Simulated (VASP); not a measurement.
**SiC (Moissanite 3C): GW quasiparticle gap**

Wanted: how far GW moves the Kohn-Sham levels of SiC (Moissanite 3C). The cell is of the zinc-blende type, one of the forms listed for this formula. The start is a cell from a database of measured crystal structures.

Program: VASP 6.6.1. Level of theory: PBE; plane waves and PAW (Si_GW, C_GW), in the first sound run; inputs show where later runs differ. Results are calculated unless marked as measured.

**1. Set-up**

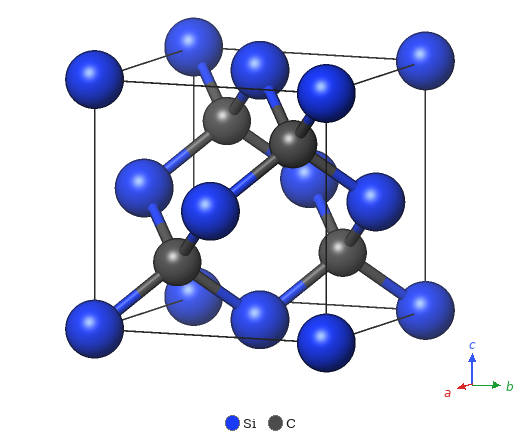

The cell as given, slightly off an axis (silicon blue, carbon dark grey). This picture shows the conventional cell, with its axes. Bonds to atoms that aren't drawn are left out. Some periodic images of atoms are drawn too.

Coordinates:

```cif
data_structure
_symmetry_space_group_name_H-M 'P 1'
_symmetry_Int_Tables_number 1
_cell_length_a 3.0816
_cell_length_b 3.0816
_cell_length_c 3.0816
_cell_angle_alpha 60.000
_cell_angle_beta 60.000
_cell_angle_gamma 60.000
_cell_volume 20.69
loop_
_atom_site_label
_atom_site_type_symbol
_atom_site_fract_x
_atom_site_fract_y
_atom_site_fract_z
_atom_site_occupancy
Si1 Si 0.00000 0.00000 0.00000 1
C2 C 0.25000 0.25000 0.25000 1
```

**2. Ground state, k-mesh 4×4×4**

The orbitals come from a self-consistent PBE run with a tight EDIFF and a narrow smearing. KPOINTS_OPT adds the bands along a path, which shows whether the mesh holds the band edges.

Contents of INCAR:

```
SYSTEM = SiC
PREC = Accurate
ENCUT = 440
EDIFF = 1E-08
NELM = 100
ISMEAR = 0
SIGMA = 0.01
LREAL = .FALSE.
ALGO = Normal
GGA = PE
NBANDS = 10
LORBIT = 11
LWAVE = .TRUE.
LCHARG = .FALSE.
KPAR = 8
```

Contents of POSCAR:

```
SiC
1.0
    0.0000000000      2.1790000000      2.1790000000
    2.1790000000      0.0000000000      2.1790000000
    2.1790000000      2.1790000000      0.0000000000
Si C
1 1
Direct
    0.0000000000      0.0000000000      0.0000000000
    0.2500000000      0.2500000000      0.2500000000
```

Contents of KPOINTS:

```
Automatic mesh
0
Gamma
4 4 4
0 0 0
```

Contents of KPOINTS_OPT:

```
Line mode
12
Line-mode
Reciprocal
  0.00000000   0.00000000   0.00000000 GAMMA
  0.50000000   0.00000000   0.50000000 X

  0.50000000   0.00000000   0.50000000 X
  0.50000000   0.25000000   0.75000000 W

  0.50000000   0.25000000   0.75000000 W
  0.37500000   0.37500000   0.75000000 K

  0.37500000   0.37500000   0.75000000 K
  0.00000000   0.00000000   0.00000000 GAMMA

  0.00000000   0.00000000   0.00000000 GAMMA
  0.50000000   0.50000000   0.50000000 L

  0.50000000   0.50000000   0.50000000 L
  0.62500000   0.25000000   0.62500000 U

  0.62500000   0.25000000   0.62500000 U
  0.50000000   0.25000000   0.75000000 W

  0.50000000   0.25000000   0.75000000 W
  0.50000000   0.50000000   0.50000000 L

  0.50000000   0.50000000   0.50000000 L
  0.37500000   0.37500000   0.75000000 K

  0.62500000   0.25000000   0.62500000 U
  0.50000000   0.00000000   0.50000000 X
```

PAW data sets: Si_GW and C_GW (PBE family, release 64).

Launch:

```bash
> mpirun -np 8 vasp_std
```

Log:

```text
[banner, memory and clock lines left out]
running    8 mpi-ranks, on    1 nodes
 distrk:  each k-point on    1 cores,    8 groups
 distr:  one band on    1 cores,    1 groups

 POSCAR found type information on POSCAR SiC
 POSCAR found :  2 types and       2 ions
|                                                                             |
|           W    W    AA    RRRRR   N    N  II  N    N   GGGG   !!!           |
|           W    W   A  A   R    R  NN   N  II  NN   N  G    G  !!!           |
|           W    W  A    A  R    R  N N  N  II  N N  N  G       !!!           |
|           W WW W  AAAAAA  RRRRR   N  N N  II  N  N N  G  GGG   !            |
|           WW  WW  A    A  R   R   N   NN  II  N   NN  G    G                |
|           W    W  A    A  R    R  N    N  II  N    N   GGGG   !!!           |
|                                                                             |
|     For optimal performance we recommend to set                             |
|       NCORE = 2 up to number-of-cores-per-socket                            |
|     NCORE specifies how many cores store one orbital (NPAR=cpu/NCORE).      |
|     This setting can greatly improve the performance of VASP for DFT.       |
|     The default, NCORE=1 might be grossly inefficient on modern             |
|     multi-core architectures or massively parallel machines. Do your        |
|     Unfortunately you need to use the default for GW and RPA                |
|     calculations (for HF NCORE is supported but not extensively tested      |
|     yet).                                                                   |
|                                                                             |

 LDA part: xc-table for (Slater+PW92), standard interpolation
 POSCAR, INCAR and KPOINTS ok, starting setup
 FFT: planning ... GRIDC
 FFT: planning ... GRID_SOFT
 FFT: planning ... GRID
 WAVECAR not read
 entering main loop
       N       E                     dE             d eps       ncg     rms          rms(c)
DAV:   1    -0.984152377824E+00   -0.98415E+00   -0.43628E+03   186   0.768E+02
DAV:   2    -0.163872486488E+02   -0.15403E+02   -0.13810E+02   242   0.116E+02
DAV:   3    -0.168521016132E+02   -0.46485E+00   -0.46245E+00   206   0.148E+01
DAV:   4    -0.168618927467E+02   -0.97911E-02   -0.97887E-02   192   0.263E+00
DAV:   5    -0.168625929699E+02   -0.70022E-03   -0.70017E-03   214   0.629E-01    0.709E+00
DAV:   6    -0.149952741161E+02    0.18673E+01   -0.67901E+00   224   0.165E+01    0.218E+00
DAV:   7    -0.149267992361E+02    0.68475E-01   -0.34466E-01   190   0.368E+00    0.117E+00
DAV:   8    -0.149173067171E+02    0.94925E-02   -0.25185E-02   218   0.157E+00    0.100E-01
DAV:   9    -0.149172163513E+02    0.90366E-04   -0.15720E-03   222   0.272E-01    0.430E-02
DAV:  10    -0.149173189607E+02   -0.10261E-03   -0.16327E-04   184   0.929E-02    0.154E-02
DAV:  11    -0.149173184877E+02    0.47297E-06   -0.40069E-05   194   0.472E-02    0.298E-03
DAV:  12    -0.149173190853E+02   -0.59765E-06   -0.13114E-06   190   0.110E-02    0.691E-04
DAV:  13    -0.149173191134E+02   -0.28090E-07   -0.40916E-08   198   0.190E-03    0.287E-04
DAV:  14    -0.149173191137E+02   -0.27262E-09   -0.10545E-08   128   0.831E-04
   1 F= -.14917319E+02 E0= -.14917319E+02  d E =-.877398E-50
 Start KPOINTS_OPT (optional k-point list driver)
k-point batch [1-8\120]
       N       E                     dE             ncg
DAV:   1     0.404539914885E+03   -0.37619E+03      178
DAV:   2     0.205749426712E+03   -0.19879E+03      252
DAV:   3     0.201688581585E+03   -0.40608E+01      208
DAV:   4     0.201633203763E+03   -0.55378E-01      218
DAV:   5     0.201632352806E+03   -0.85096E-03      212
DAV:   6     0.201632339185E+03   -0.13621E-04      228
DAV:   7     0.201632338977E+03   -0.20830E-06      222
DAV:   8     0.201632338976E+03   -0.66260E-09      176
[...]
k-point batch [113-120\120]
       N       E                     dE             ncg
DAV:   1     0.234668637988E+03   -0.25255E+04      200
DAV:   2     0.103035051614E+03   -0.13163E+03      240
DAV:   3     0.100610422463E+03   -0.24246E+01      230
DAV:   4     0.100572509233E+03   -0.37913E-01      220
DAV:   5     0.100572114654E+03   -0.39458E-03      238
DAV:   6     0.100572103413E+03   -0.11241E-04      250
DAV:   7     0.100572103402E+03   -0.11791E-07      218
DAV:   8     0.100572103402E+03   -0.85265E-11      216
 writing wavefunctions
```

Elapsed: 4.8 s, on 8 MPI ranks of AMD EPYC 7R43, shared host; peak memory 0.85 GiB.

The logs omit lines about the potential files and the build; timing stands in the text.

Parts of OUTCAR (step 2):

```text
ion  position               nearest neighbor table
   1  0.000  0.000  0.000-   2 1.89   2 1.89   2 1.89   2 1.89
   2  0.250  0.250  0.250-   1 1.89   1 1.89   1 1.89   1 1.89

  LATTYP: Found a face centered cubic cell.
 ALAT       =     4.3580000000

 Subroutine GETGRP returns: Found 24 space group operations
 (whereof 24 operations were pure point group operations)

The static configuration has the point symmetry T_d .

 Found      8 irreducible k-points:

   k-points           NKPTS =      8   k-points in BZ     NKDIM =      8   number of bands    NBANDS=     10

   dimension x,y,z NGX =    24 NGY =   24 NGZ =   24
   dimension x,y,z NGXF=    48 NGYF=   48 NGZF=   48

   ENCUT  =  440.0 eV  32.34 Ry    5.69 a.u.   5.27  5.27  5.27*2*pi/ulx,y,z

   NELECT =       8.0000    total number of electrons

 k-points in reciprocal lattice and weights: Automatic mesh
   0.00000000  0.00000000  0.00000000       0.016
   0.25000000  0.00000000  0.00000000       0.125
   0.50000000  0.00000000  0.00000000       0.062
   0.25000000  0.25000000  0.00000000       0.094
   0.50000000  0.25000000  0.00000000       0.375
  -0.25000000  0.25000000  0.00000000       0.188
   0.50000000  0.50000000  0.00000000       0.047
  -0.25000000  0.50000000  0.25000000       0.094

 average (electrostatic) potential at core
       1 -64.1679       2 -45.0069

 E-fermi :   7.9364

 k-point     1 :       0.0000    0.0000    0.0000
  band No.  band energies     occupation
      1      -7.6052      2.00000
      2       7.8330      2.00000
      3       7.8330      2.00000
      4       7.8330      2.00000
      5      14.0455      0.00000
      6      15.0840      0.00000
      7      15.0840      0.00000
      8      15.0840      0.00000
      9      22.2754      0.00000
    ...

 k-point     2 :       0.2500    0.0000    0.0000
  band No.  band energies     occupation
      1      -6.4081      2.00000
      2       3.5166      2.00000
      3       7.2205      2.00000
      4       7.2205      2.00000
      5      13.7809      0.00000
      6      15.6876      0.00000
      7      15.6876      0.00000
      8      17.1678      0.00000
      9      20.8947      0.00000
    ...

 k-point     3 :       0.5000    0.0000    0.0000
  band No.  band energies     occupation
      1      -4.0289      2.00000
      2      -0.7434      2.00000
      3       6.7714      2.00000
      4       6.7714      2.00000
      5      13.2254      0.00000
      6      15.0043      0.00000
      7      15.0043      0.00000
      8      17.8614      0.00000
      9      24.0029      0.00000
    ...

  Total        0.3245949      0.3245949      0.3245949      0.0000000      0.0000000     -0.0000000
  in kB       25.1333638     25.1333638     25.1333638      0.0000000      0.0000000     -0.0000000
  external PRESSURE =      25.1333638 kB  Pullay stress =       0.0000000 kB

  energy-cutoff  :      440.00
  volume of cell :       20.69
      direct lattice vectors                 reciprocal lattice vectors
     0.000000000  2.179000000  2.179000000    -0.229463056  0.229463056  0.229463056
     2.179000000  0.000000000  2.179000000     0.229463056 -0.229463056  0.229463056
     2.179000000  2.179000000  0.000000000     0.229463056  0.229463056 -0.229463056

 POSITION                                       TOTAL-FORCE (eV/Angst)
 -----------------------------------------------------------------------------------
      0.00000      0.00000      0.00000         0.000000      0.000000      0.000000
      1.08950      1.08950      1.08950        -0.000000     -0.000000     -0.000000
 -----------------------------------------------------------------------------------
    total drift:                               -0.000000     -0.000000      0.000000

  FREE ENERGIE OF THE ION-ELECTRON SYSTEM (eV)
  ---------------------------------------------------
  free  energy   TOTEN  =       -14.9173191137 eV

  energy  without entropy=      -14.9173191137  energy(sigma->0) =      -14.91731911

 total charge
# of ion       s       p       d       tot
------------------------------------------
    1        0.681   0.955   0.211   1.847
    2        0.805   1.695   0.000   2.501
--------------------------------------------------
tot          1.487   2.650   0.211   4.348

[... 3 further parts left out ...]
```

This step gave:

```yaml
free_energy_toten: -14.92 eV
fermi_energy: 7.936 eV
pressure: 2.513 GPa
least_gap_on_mesh_and_path: 1.305 eV
least_direct_gap_on_mesh_and_path: 4.514 eV
```

The highest empty bands on the path are converged less tightly, to about 0.1 eV. The electronic bands at the labelled points (eV, zero at the valence-band top; v1 is the highest filled band, c1 the lowest empty one):

| point | v3 | v2 | v1 | c1 | c2 | c3 | c4 |
| --- | --- | --- | --- | --- | --- | --- | --- |
| Γ | 0.00 | 0.00 | 0.00 | 6.21 | 7.25 | 7.25 | 7.25 |
| X | -7.83 | -3.21 | -3.21 | 1.30 | 4.27 | 14.00 | 14.00 |
| W | -7.06 | -5.02 | -4.72 | 5.18 | 9.39 | 9.43 | 9.73 |
| K | -7.31 | -5.58 | -2.61 | 3.06 | 7.73 | 11.81 | 12.43 |
| Γ | 0.00 | 0.00 | 0.00 | 6.21 | 7.25 | 7.25 | 7.25 |
| L | -8.58 | -1.06 | -1.06 | 5.39 | 7.17 | 7.17 | 10.03 |
| U | -7.31 | -5.58 | -2.61 | 3.06 | 7.73 | 11.81 | 12.43 |
| W | -7.06 | -5.02 | -4.72 | 5.18 | 9.39 | 9.43 | 9.73 |
| L | -8.58 | -1.06 | -1.06 | 5.39 | 7.17 | 7.17 | 10.03 |
| K | -7.31 | -5.58 | -2.61 | 3.06 | 7.73 | 11.81 | 12.43 |
| jump to U | -7.31 | -5.58 | -2.61 | 3.06 | 7.73 | 11.81 | 12.43 |
| X | -7.83 | -3.21 | -3.21 | 1.30 | 4.27 | 14.00 | 14.00 |

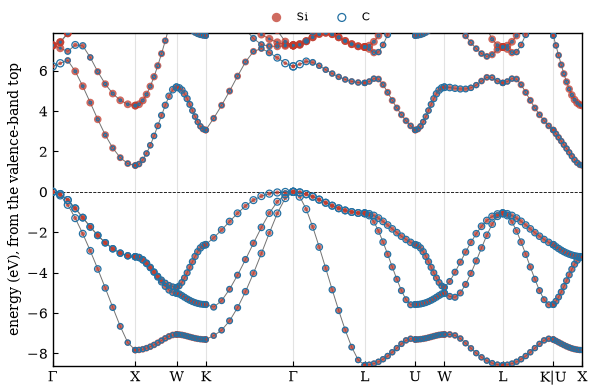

Electronic bands along the path; dots are coloured as in the legend, and their area grows with the weight.

The cell has a gap of 1.30 eV on mesh and path and a pressure of +2.5 GPa, which holds the misfit of the given cell and coordinates with this functional, and any error of cutoff, mesh and data sets.

**3. Empty bands, k-mesh 4×4×4**

ALGO = Exact makes the empty bands from the converged ground state in one step. LOPTICS writes the k-derivatives of the orbitals (WAVEDER), which give the long-wavelength limit of the screening.

Contents of INCAR:

```
SYSTEM = SiC
PREC = Accurate
ENCUT = 440
ISMEAR = 0
SIGMA = 0.01
LREAL = .FALSE.
GGA = PE
NBANDS = 48
ALGO = Exact
NELM = 1
LWAVE = .TRUE.
LCHARG = .FALSE.
LOPTICS = .TRUE.
NEDOS = 1000
CSHIFT = 0.1
```

POSCAR is that of step 2.

KPOINTS is that of step 2.

Launch:

```bash
> mpirun -np 8 vasp_std
```

Log:

```text
[banner, memory and clock lines left out]
running    8 mpi-ranks, on    1 nodes
 distrk:  each k-point on    8 cores,    1 groups
 distr:  one band on    1 cores,    8 groups

 POSCAR found type information on POSCAR SiC
 POSCAR found :  2 types and       2 ions
 [... a notice as in an earlier step ...]

 LDA part: xc-table for (Slater+PW92), standard interpolation
 found WAVECAR, reading the header
  number of bands has changed, file:    10 present:    48
  trying to continue reading WAVECAR, but it might fail
 POSCAR, INCAR and KPOINTS ok, starting setup
 FFT: planning ... GRIDC
 FFT: planning ... GRID_SOFT
 FFT: planning ... GRID
 reading WAVECAR
 random initialization beyond band           10
 the WAVECAR file was read successfully
 initial charge from wavefunction
 entering main loop
       N       E                     dE             d eps       ncg     rms          rms(c)
DIA:   1    -0.149173191153E+02   -0.14917E+02    0.00000E+00     0   0.000E+00
   1 F= -.14917319E+02 E0= -.14917319E+02  d E =-.276434E-65
 writing wavefunctions
 optical routines
 imaginary and real dielectric function
 recalculating local potential from charge density
 direction            1
 direction            2
 direction            3
```

Elapsed: 2.2 s, on 8 MPI ranks; peak memory 0.69 GiB.

OUTCAR, selected parts (step 3):

```text
The static configuration has the point symmetry T_d .

 Found      8 irreducible k-points:

   k-points           NKPTS =      8   k-points in BZ     NKDIM =      8   number of bands    NBANDS=     48

   NELECT =       8.0000    total number of electrons

 E-fermi :   7.9524

 k-point     2 :       0.2500    0.0000    0.0000
  band No.  band energies     occupation
      1      -6.4081      2.00000
      2       3.5166      2.00000
      3       7.2205      2.00000
      4       7.2205      2.00000
      5      13.7808      0.00000
      6      15.6876      0.00000
      7      15.6876      0.00000
      8      17.1678      0.00000
      9      20.8947      0.00000
    ...

  Total        0.3246085      0.3246085      0.3246085     -0.0000000     -0.0000000     -0.0000000
  in kB       25.1344138     25.1344138     25.1344138     -0.0000000     -0.0000000     -0.0000000
  external PRESSURE =      25.1344138 kB  Pullay stress =       0.0000000 kB

 POSITION                                       TOTAL-FORCE (eV/Angst)
 -----------------------------------------------------------------------------------
      0.00000      0.00000      0.00000        -0.000000     -0.000000     -0.000000
      1.08950      1.08950      1.08950         0.000000      0.000000      0.000000
 -----------------------------------------------------------------------------------
    total drift:                               -0.000000     -0.000000      0.000000

  FREE ENERGIE OF THE ION-ELECTRON SYSTEM (eV)
  ---------------------------------------------------
  free  energy   TOTEN  =       -14.9173191153 eV

  energy  without entropy=      -14.9173191153  energy(sigma->0) =      -14.91731912

 plasma frequency squared (from intraband transitions) (eV^2)
  --------------------------------------------------------------------------------------
       0.000       0.000      -0.000
       0.000       0.000       0.000
      -0.000       0.000       0.000

[... 12 parts as in an earlier step ...]

[... 1 further part left out ...]
```

WAVECAR now holds 48 bands for 8 electrons. Its independent-particle dielectric tensor has xx, yy, zz = 9.7, 9.7, 9.7 on this mesh, which isn't tested for convergence in mesh or bands and lacks local fields.

[end of part 1 of 3]

[Lines on the potential files, build, host, timing and source positions are cut from VASP's logs without a mark.]

[Logs are printed without paths, hosts, clocks, repeated set-up lines and the standing remarks that a program may print on its own settings, such as how far it seeks lower states.]

[Hosts, paths, dates, database ids (printed as entryN), source tags and the programs' standing remarks are cut or masked in the printed files.]

[Pressures printed for these runs are not shown converged in the cutoff: they can be off by several GPa and have the wrong sign.]
